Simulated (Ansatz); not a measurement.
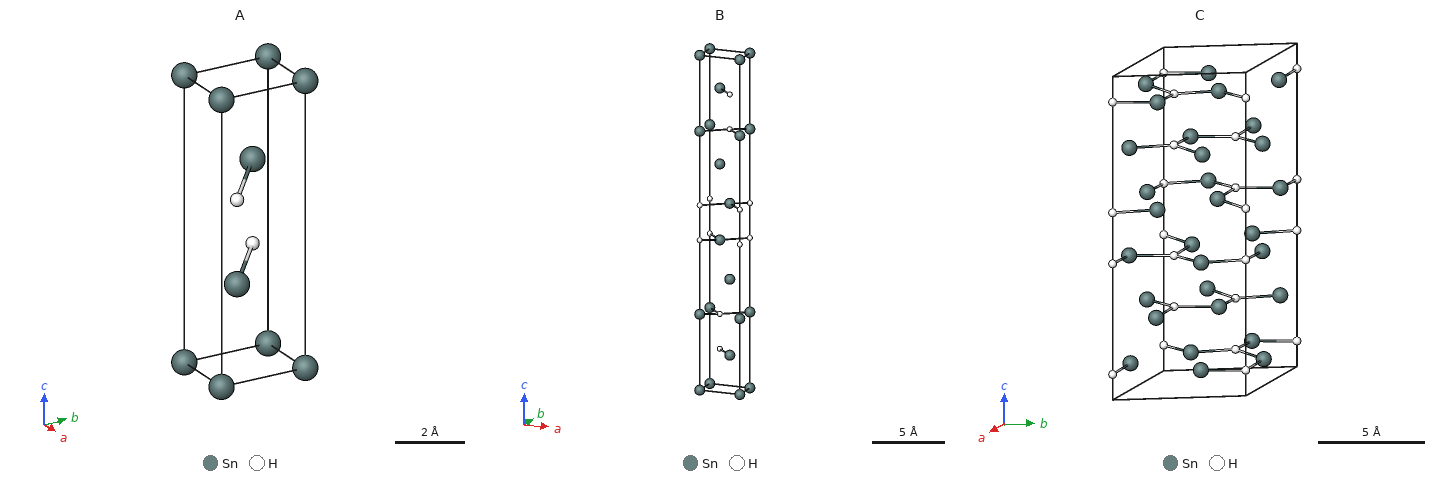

Three structures of Sn3H2, each relaxed to rest (conventional cells in solid outline, small ones repeated, each panel with its own scale). Method: DFT PBE, scalar-relativistic, plane waves, PAW (Ansatz 0.2.0), without spin polarisation.

### Name the structure in each panel.

A: 5 atoms a cell on a primitive hexagonal lattice, P-3m1; B: 15 atoms a cell on a rhombohedral (trigonal R) lattice, R-3m; C: 30 atoms a cell on a rhombohedral (trigonal R) lattice, R-3c.

### Rank them by energy, lowest first.

C, then B (+39 meV/atom) and A (+58 meV/atom), energies at zero smearing.

### Collect the results in a table.

| panel | structure | E − E(lowest) (meV/atom) | volume (Å³/atom) | gap (eV) |
| --- | --- | --- | --- | --- |
| C | R-3c | 0 | 18.6 | metal |
| B | R-3m | 39 | 18.7 | metal |
| A | P-3m1 | 58 | 19.2 | metal |

Some of these may be structure types tried for this composition rather than known phases, and the most stable form need not be among them. Gaps are taken on the k-mesh or band path of each run.
